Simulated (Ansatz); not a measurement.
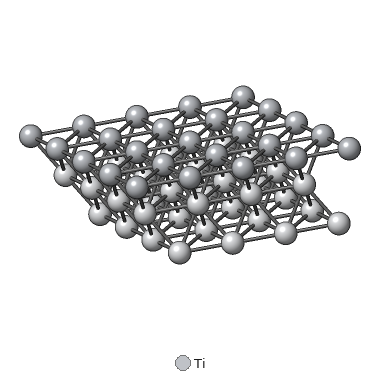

The system is S on a Ti(111) slab cut from the Fm-3m phase, its upper half relaxed before the scan (12 atoms of substrate and one adsorbate in a 2 × 2 cell); the picture shows it without the atoms that are moved over the map. S is moved over the surface cell; relaxed at each place: the height of the adsorbate's atoms; substrate rigid; the origin of the map has the adsorbate above Ti9. Places are given modulo a cell vector. The map is drawn in real space over the plane of the surface. The scan uses a 6 × 6 grid; 10 points were computed and 26 follow by symmetry. Places are given in fractions of the 1 × 1 surface cell. All energies are given in eV relative to the lowest grid point. Method: DFT PBE, scalar-relativistic, plane waves, PAW (Ansatz). Settings: cutoff 420 eV, k-mesh 6×6×1, gaussian smearing 0.1 eV, no spin polarisation.

Range: position of S13 along the first surface vector from 0.000 to 0.833; position of S13 along the second surface vector from 0.000 to 0.833.

**Predict the map.**

The lowest grid point is at a threefold hollow over a third-layer Ti atom, (4/6, 2/6) of the cell vectors. There is a further well near a threefold hollow over a second-layer Ti atom, (2/6, 4/6) of the cell vectors (0.08 eV above the lowest at that grid point). The highest grid point, the top site over a surface Ti atom, (0/6, 0/6) of the cell vectors, lies 1.29 eV above the lowest. On the interpolated surface the easiest way out of the lowest well to the well at a threefold hollow over a second-layer Ti atom, (2/6, 4/6) of the cell vectors passes a barrier of about 0.19 eV. At the lowest point the adsorbate has 3 Ti at 2.40 Å as nearest neighbours, at the highest 1 Ti at 2.16 Å. Its relaxed height above the top atom is 1.72 Å at the lowest and 2.16 Å at the highest point.

```
second ↓, first →   0/6   1/6   2/6   3/6   4/6   5/6
              5/6  1.13  0.81  0.27  0.27  0.81  1.13
              4/6  0.64  0.27  0.08  0.27  0.64  0.79
              3/6  0.19  0.27  0.27  0.19  0.24  0.24
              2/6  0.64  0.81  0.64  0.24  0.00  0.24
              1/6  1.13  1.13  0.79  0.24  0.24  0.79
              0/6  1.29  1.13  0.64  0.19  0.64  1.13
```

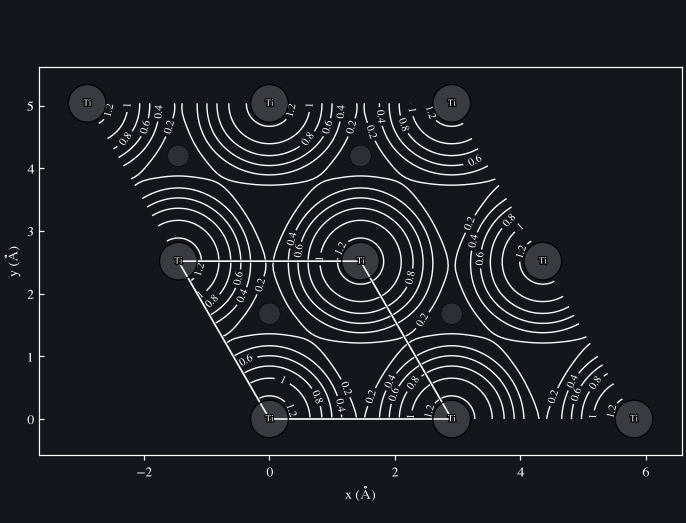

Drawn: contour lines labelled in eV, labelled circles for the atoms of the top layer and small ones for the second layer, the outline of one cell of the 2 × 2 shown. Between grid points the surface is interpolated.

Time for the 10 points that were run: 10 min on 2 threads of Intel(R) Xeon(R) 6975P-C (Granite Rapids), with other jobs on the host.

PAW datasets: the set soft_1.
